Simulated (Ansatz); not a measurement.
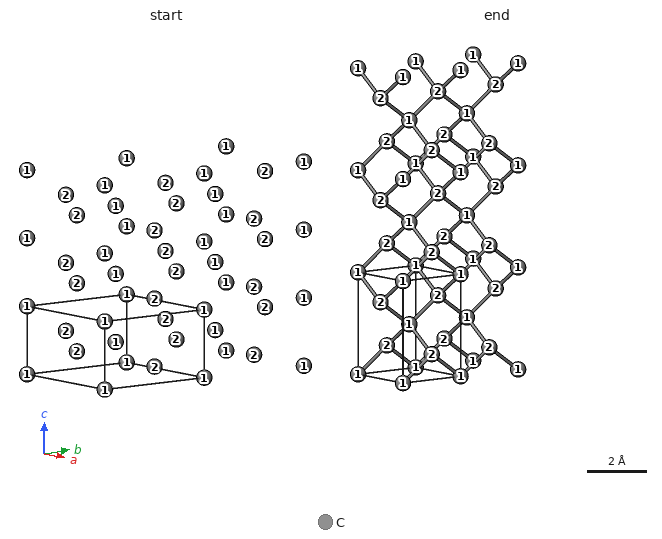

The structure of a crystal of C (built on the beta-tin_141 type) (coarse preliminary run) before (left) and after (right) a relaxation, at one scale.

A ball-and-stick model of the conventional cell (2 times the calculation's cell), repeated 1 × 2 × 3 with one cell outlined, seen from a free direction. Lengths and directions refer to the drawn axes.

Case: beta-tin type (I4_1/amd, No. 141).

Level of theory: DFT PBEsol, scalar-relativistic, plane waves, PAW (Ansatz). Settings: plane-wave cutoff 420 eV; k-point mesh 8 × 8 × 8; occupations gaussian; smearing width 0.1 eV; no spin polarisation; cell and atoms relaxed; force threshold 0.04 eV/Å; at most 70 steps.

**What changed between the two?**

No atom moves by more than 0.005 Å relative to the cell. The drawn cell changes as follows: a = b 4.346 → 2.513 Å (−42.2 %), c 2.371 → 3.554 Å (+49.9 %); the volume changes by −49.9 %. Near-neighbour distances that change, for instance: C1–C2 2.253 → 1.539 Å. New bonds form: C1–C2 (2.25 → 1.54 Å). The space group (tolerance 0.01 Å) goes from I4_1/amd (No. 141) to Fd-3m (No. 227). After 21 accepted moves (24 points after the start) the energy has fallen by 4591 meV per atom. All forces vanish by symmetry, so only the cell relaxes. The pressure goes from −48.41 to 0.04 GPa. The SCF was repeated 3 times at an unchanged geometry on a basis and grid sized afresh for the cell, which shifted the energy by 135 meV per atom at most. The run took roughly 17 core-seconds on a shared host.
